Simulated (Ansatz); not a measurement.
# Calculations on Ga5N4 and related structures

## 1. Relaxation

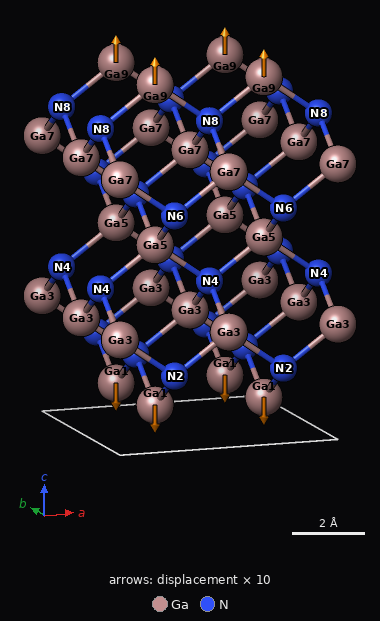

A relaxation of a slab of composition Ga5N4 (cut from the F-43m phase). The starting structure is drawn; orange arrows show the displacements, magnified 10 times.

A ball-and-stick model of the 2 × 2 repeat of the cell, outlined in the plane, without the vacuum, seen slightly off an axis.

Case: (1 0 0) slab, atoms relaxed. The slab is the (1 0 0) face of GaN.

Computed with DFT PBE, scalar-relativistic, plane waves, PAW (Ansatz 0.2.0).

Input
```yaml
crystal:
  lattice:
    - [3.2162589223, 0.0, 0.0]
    - [0.0, 3.2162589223, 0.0]
    - [0.0, 0.0, 24.096953976]
  atoms:
    - { symbol: Ga, position: [0.5, 0.5, 0.3112426578] }
    - { symbol: "N", position: [0.5, 0.0, 0.3584319933] }
    - { symbol: Ga, position: [0.0, 0.0, 0.4056213289] }
    - { symbol: "N", position: [0.0, 0.5, 0.4528106644] }
    - { symbol: Ga, position: [0.5, 0.5, 0.5] }
    - { symbol: "N", position: [0.5, 0.0, 0.5471893356] }
    - { symbol: Ga, position: [0.0, 0.0, 0.5943786711] }
    - { symbol: "N", position: [0.0, 0.5, 0.6415680067] }
    - { symbol: Ga, position: [0.5, 0.5, 0.6887573422] }
basis:
  ecutwfc: 420
kpoints:
  mp_grid: { grid: [8, 8, 1] }
hamiltonian:
  xc: pbe
scf:
  occupations: { method: gaussian, width: 0.05 }
output:
  forces: true
  eigenvalues: true
  write_density: true
  write_potential: true
  elf: true
  volumetric_format: npy
relax:
  adjacent_minimum: "off"
  f_tol: 0.02
  max_steps: 60
efield:
  axis: 3
  dipole_correction: true
  ramp_width: 0.04
```

Launched with:
```bash
ansatz run input.yaml --threads 1 --pin off --max-ram 2560MiB --backend cpu --events-out ev --progress --plain --runs-dir out
```

### What happened in the run?

After 2 accepted moves (3 points after the start) the energy has fallen by 67.5 meV per cell of the calculation. The largest force component goes from 0.87 to 0.017 eV/Å. 1 step only repeated the SCF at the same geometry. The largest moves, 0.083 Å, are those of Ga1 and Ga9. Ga9 goes along the normal (+c). By element the largest moves are Ga 0.083 Å, N 0.005 Å. The cell stays as it was. Near-neighbour distances that change, for instance: Ga1–N2 1.970 → 2.016 Å. Among the angles between lasting bonds that change: Ga9–N8–Ga9 109.5° → 105.8°, N8–Ga9–N8 109.5° → 105.8°. The run took 5 min on 1 thread of Intel(R) Xeon(R) Processor @ 2.50GHz (Skylake/Cascade Lake) (shared host), peak memory 0.58 GiB.

Limits of the set-up: the cell has an odd number of electrons but was run without spin polarisation.

## 2. Relaxation

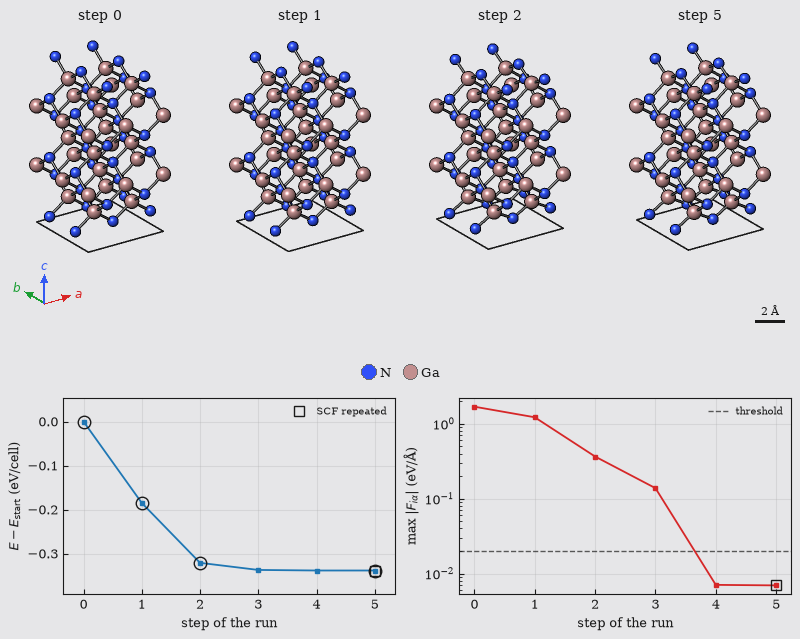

Frames of a relaxation of a slab of composition Ga₅N₆ (cut from the F-43m phase), marked on the history of the run. Style: ball-and-stick. Shown: the 2 × 2 repeat of the cell, outlined in the plane, without the vacuum, from a free direction.

Case: (1 0 0) slab, atoms relaxed. The slab is the (1 0 0) face of GaN.

Computed with Ansatz, DFT PBE, scalar-relativistic, plane waves, PAW. Settings: plane-wave cutoff 420 eV; k-point mesh 8 × 8 × 1; occupations gaussian; smearing width 0.05 eV; no spin polarisation; dipole correction; atoms relaxed in a fixed cell; force threshold 0.02 eV/Å; at most 60 steps.

Q: What happens along the run?

A: The largest moves, 0.16 Å, are those of N atoms. Largest moves by element: N 0.16 Å, Ga 0.04 Å. The cell stays as it was. Some distances before and after: Ga–N 1.970 → 1.857 Å, Ga–N 1.970 → 2.013 Å, Ga–N 1.970 → 1.947 Å, Ga–N 1.970 → 1.977 Å. Among the angles between lasting bonds that change: N–Ga–N 109.5° → 120.0°, Ga–N–Ga 109.5° → 120.0°, Ga–N–Ga 109.5° → 106.1°. After 4 accepted moves (5 points after the start) the energy has fallen by 0.338 eV per cell of the calculation. The largest force component goes from 1.7 to 0.007 eV/Å. 1 step only repeated the SCF at the same geometry. The run took 8.8 min on 1 thread of Intel(R) Xeon(R) Processor @ 2.50GHz (Skylake/Cascade Lake), on a shared host, peak memory 0.65 GiB. From step 0 to 1: N atoms move most (0.06 Å), energy −0.185 eV per cell of the calculation. From step 1 to 2: N atoms move most (0.18 Å), energy −0.136 eV per cell of the calculation. From step 2 to 5: N atoms move most (0.07 Å), energy −17.4 meV per cell of the calculation.

Limits of the set-up: the cell has an odd number of electrons but was run without spin polarisation.

## 3. A change

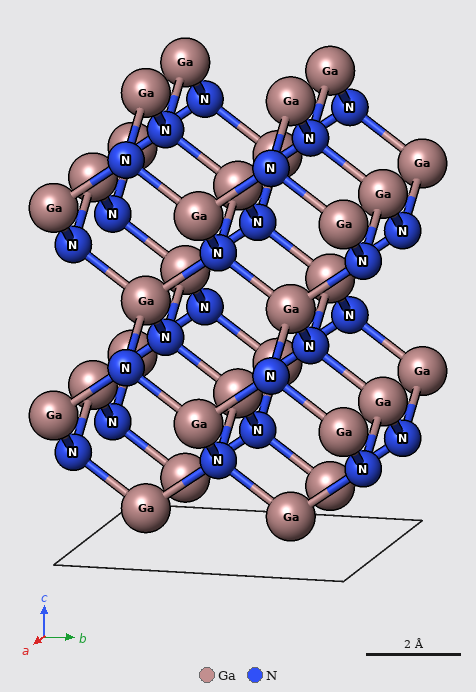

The starting point is a (1 0 0) slab of GaN as cut from the relaxed bulk. The picture is a ball-and-stick view of the 2 × 2 repeat of the cell, outlined in the plane, without the vacuum, seen slightly off an axis.

Method: Ansatz, DFT PBE, scalar-relativistic, plane waves, PAW. Settings: plane-wave cutoff 420 eV; occupations gaussian; no spin polarisation. The k-mesh is chosen for each cell (10×10×10, 8×8×1). Smearing widths differ between the runs.

The variant: The atoms of the slab are relaxed at the bulk's in-plane cell.

Input file:

The input is the one shown above.

Predict the response.

The slab isn't stoichiometric; relaxing it gains 0.053 J/m². The top spacing, between the Ga and N planes, goes from 1.14 to 1.22 Å (+6.9 %), the bottom one (Ga to N) from 1.14 to 1.22 Å (+6.9 %). The cell stays as it was. The largest moves relative to the layer's centre, 0.083 Å, are those of Ga1 and Ga9. Ga9 goes along the normal (+c). By element the largest moves are Ga 0.083 Å, N 0.005 Å. Some distances before and after: Ga–N 1.970 → 1.969 to 2.016 Å.

The changed structure in the same view:

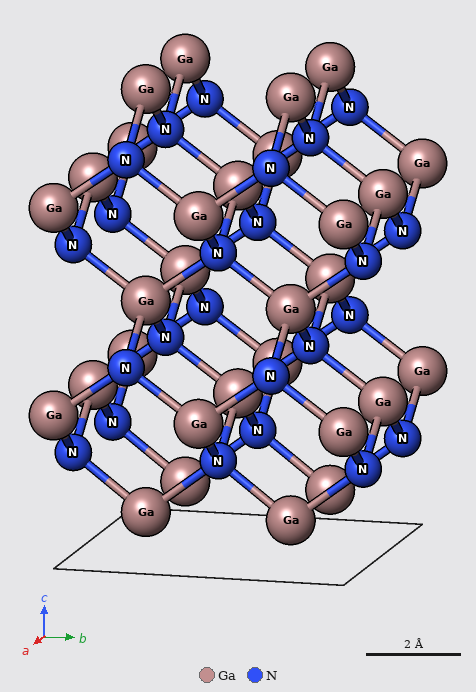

## 4. A change

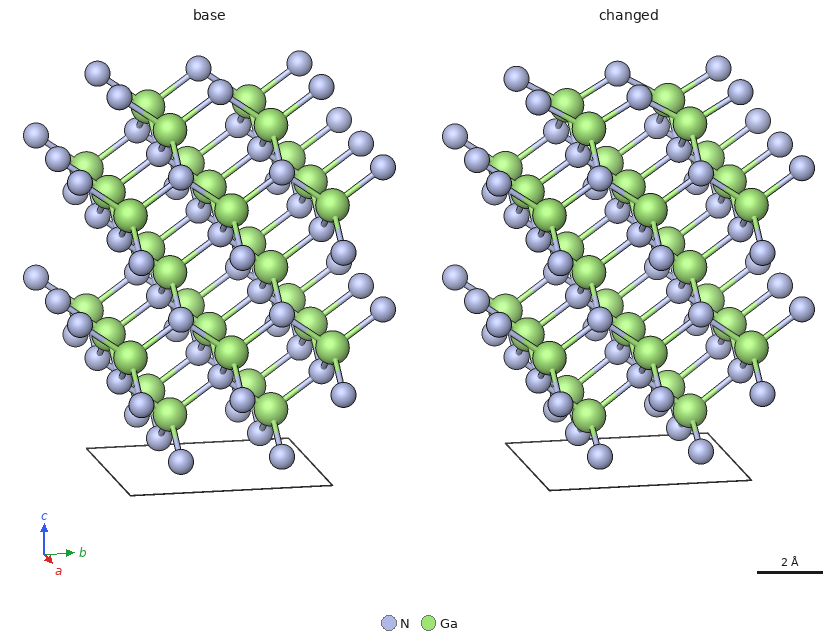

Left: a (1 0 0) slab of GaN as cut from the relaxed bulk. Right: the same structure after one change, at the same scale. A ball-and-stick model of the 2 × 2 repeat of the cell, outlined in the plane, without the vacuum, seen slightly off an axis.

The calculation used DFT PBE, scalar-relativistic, plane waves, PAW in Ansatz 0.2.0. (plane-wave cutoff 420 eV; occupations gaussian; no spin polarisation) The k-mesh is chosen for each cell (10×10×10, 8×8×1). Smearing widths differ between the runs.

The atoms of the slab are relaxed at the bulk's in-plane cell.

### How do the computed properties respond?

The slab isn't stoichiometric; relaxing it gains 0.262 J/m². The top spacing, between the N and Ga planes, goes from 1.14 to 0.93 Å (−18.3 %), the bottom one (N to Ga) from 1.14 to 0.93 Å (−18.3 %). The lattice vectors keep their values. The largest moves relative to the layer's centre, 0.16 Å, are those of N atoms. Largest moves by element: N 0.16 Å, Ga 0.04 Å. Some distances before and after: Ga–N 1.970 → 1.857 to 2.013 Å.
